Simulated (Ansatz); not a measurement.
# A series of single points on WC

System: WC (P3m1, 2 atoms in the cell).
Method: DFT PBEsol, scalar-relativistic, plane waves, PAW, no spin polarisation (Ansatz 0.2.0).

The 5 runs differ only in the geometry, by a shift of atoms along one path in a fixed cell. The shift s is measured from run 3: C2 moves along the Cartesian direction (0.00, 0.00, −1.00). The structure derives from an entry of the Crystallography Open Database.

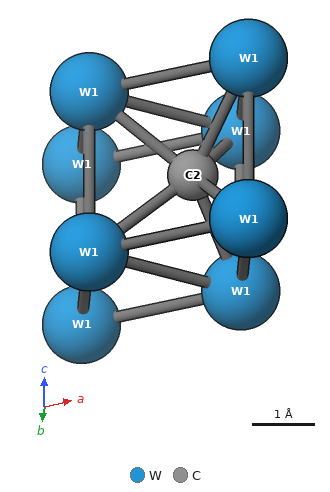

Figure 1. The structure of run 3 (ball-and-stick view of the cell of the calculation, seen at an oblique angle; atoms are numbered from 1 in the order of the input). An atom can appear more than once, as a periodic image.

**Input of run 3**
```yaml
crystal:
  lattice:
    - [2.900501436, 0.0, 0.0]
    - [-1.450250718, 2.5119079273, 0.0]
    - [0.0, 0.0, 2.829]
  atoms:
    - { symbol: W, position: [0.0, 0.0, 0.0] }
    - { symbol: C, position: [0.6666666667, 0.3333333333, 0.4911629551] }
basis:
  ecutwfc: 420
kpoints:
  mp_grid: { grid: [18, 18, 16] }
hamiltonian:
  xc: pbesol
scf:
  occupations: { method: gaussian, width: 0.15 }
output:
  forces: true
  stress: true
  eigenvalues: true
```

Command:
```bash
ansatz run input.yaml --threads 1 --pin off --max-ram 2560MiB --backend cpu --events-out ev --progress --plain --runs-dir out
```

Lattice vectors (Å) and fractional positions of run 3:
```
   2.900501    0.000000    0.000000
  -1.450251    2.511908    0.000000
   0.000000    0.000000    2.829000
W   0.000000  0.000000  0.000000
C   0.666667  0.333333  0.491163
```

Run 4 differs from it as follows:
```diff
-    - { symbol: C, position: [0.6666666667, 0.3333333333, 0.4911629551] }
+    - { symbol: C, position: [0.6666666667, 0.3333333333, 0.4734888653] }
```

**Results, with one run withheld**

```csv
run,shift s of C2 (Å),"free energy per atom, from the lowest run given (meV)",pressure (GPa),force along the path (eV/Å)
1,−0.2250,146.55,8.33,3.101
2,−0.1250,33.98,1.53,1.458
3,0.0000,0.00,−0.60,−0.360
4,0.0500,?,?,?
5,0.1500,110.56,6.21,−2.659
```

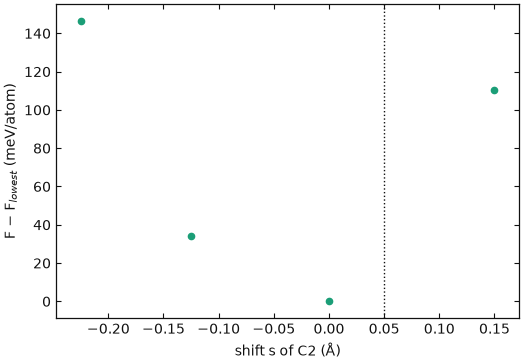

Figure 2. Free energy per atom of the runs given; the dotted line marks run 4.

What should run 4 give?

A quadratic polynomial in the coordinate, fitted to the 4 runs given, misses them by at most 0.62 meV per atom. With x = s + 0.0500, it reads F = −0.40041 − 187.86 x + 3716.7 x² (meV per atom). At run 4 it gives 17.98 meV per atom, and the run itself gives 18.07. The slope of the fit gives a force −dF/ds of −1.111 eV/Å along the path (summed over the atoms that move), and the printed forces give −1.087 eV/Å. The fit has its minimum at s = −0.0247 Å.

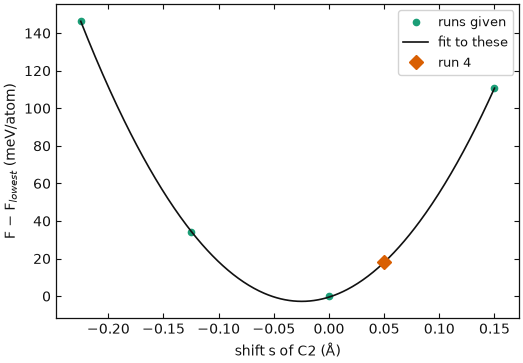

Figure 3. The fit and the withheld run.

**Output, shortened to warnings, some set-up lines, iterations and results (run 4)**
```
Basis set: ecut = 420 eV, 405 PW (Γ), exchange–correlation on 40×40×40 points (8 copies of the dense FFT grid, shifted against one another)
Symmetry: 6 space group operations
k-points: 522 of 5184 (time reversal used)
Initial density: superposition of atomic densities (neutral atoms: chi_scale 0, normalization atom), corrected by the library's trained network
[...]
SCF iter   1: F=—  HF=-10503.694380 eV  |F-HF|=—  |Δ(HF+E_count)|=         —  Δρ=1.22e-2  dr2=2.59e-2  ethr=1.77e-3  ⟨swp⟩=5.0  Hψ=32889  notcnv=0
SCF iter   2: F=—  HF=-10503.692738 eV  |F-HF|=—  |Δ(HF+E_count)|=   1.64e-3  Δρ=7.76e-3  dr2=1.22e-2  ethr=1.44e-4  ⟨swp⟩=1.0  Hψ=10962  notcnv=0
SCF iter   3: F=—  HF=-10503.690560 eV  |F-HF|=—  |Δ(HF+E_count)|=   2.18e-3  Δρ=8.49e-4  dr2=8.38e-5  ethr=6.80e-5  ⟨swp⟩=2.2  Hψ=8948  notcnv=0
SCF iter   4: F=—  HF=-10503.690520 eV  |F-HF|=—  |Δ(HF+E_count)|=   4.03e-5  Δρ=2.31e-4  dr2=4.54e-6  ethr=4.65e-7  ⟨swp⟩=2.1  Hψ=10701  notcnv=0
SCF iter   5: F=—  HF=-10503.690520 eV  |F-HF|=—  |Δ(HF+E_count)|=   7.60e-7  Δρ=4.89e-5  dr2=3.29e-7  ethr=2.52e-8  ⟨swp⟩=2.3  Hψ=9927  notcnv=0
SCF iter   6: F=-10503.690520 eV  HF=-10503.690520 eV  |F-HF|=1.60e-8  |Δ(HF+E_count)|=   4.61e-8  Δρ=1.08e-5  dr2=2.24e-8  ethr=5.56e-10  ⟨swp⟩=6.0  Hψ=32671  notcnv=0
SCF 1 converged in 6 iterations: F = -10503.690520 eV  dr2 = 2.24e-8
SCF converged after 6 iterations
Free energy (F): -10503.690520 eV
Harris-Foulkes:  -10503.690520 eV  (|F-HF|=1.60e-8)
Internal energy: -10503.686810 eV  (E = F + TS)
E sigma→0 (E₀):  -10503.688665 eV
Entropy (-TS):   -0.003710 eV (-1.855 meV/atom)
Fermi energy:    20.604241 eV
--- Per-component energies (eV) ---
  E_band       = -57.901339
  E_kinetic    = 542.348892
  E_local      = -663.737082  (includes V_loc(G=0)·N_el)
  E_nonlocal   = 28.223380
  E_hartree    = 234.443834
  E_xc         = -314.667248
  E_vxc        = -300.224249  (∫ρ·V_xc dr)
  E_paw        = -8530.905701  (= ΣΔE_a)
  E_vpaw       = -133.396777  (= ΣTr[D̂ρ^β])
  E_aug_tail   = -0.000057  (compensation charges beyond the density's cutoff)
  E_ewald      = -1799.635721
  E_core_change = 0.242893  (= ΣΔE_core)
  E_smearing   = -0.003710  (= −TS)
  E_closure    = 0.000000  (closes the sum)
  Σ components = -10503.690520   (vs F -10503.690520, Δ=0.00e0)
--- Forces (eV/Å), atoms counted from 1 ---
  atom   1  W     -0.00000000     0.00000000    -1.08748352
  atom   2  C      0.00000000     0.00000000     1.08738083
  max |Σ_I F_I| component: 1.03e-4 eV/Å
--- Stress (GPa, compression-positive) ---
        0.337095       0.000000      -0.000000
        0.000000       0.337095      -0.000000
       -0.000000      -0.000000       0.923048
  P = ⅓ Tr σ = 0.5324 GPa (5.324 kbar)
```

Notes: Spin–orbit coupling is left out, which matters for W.
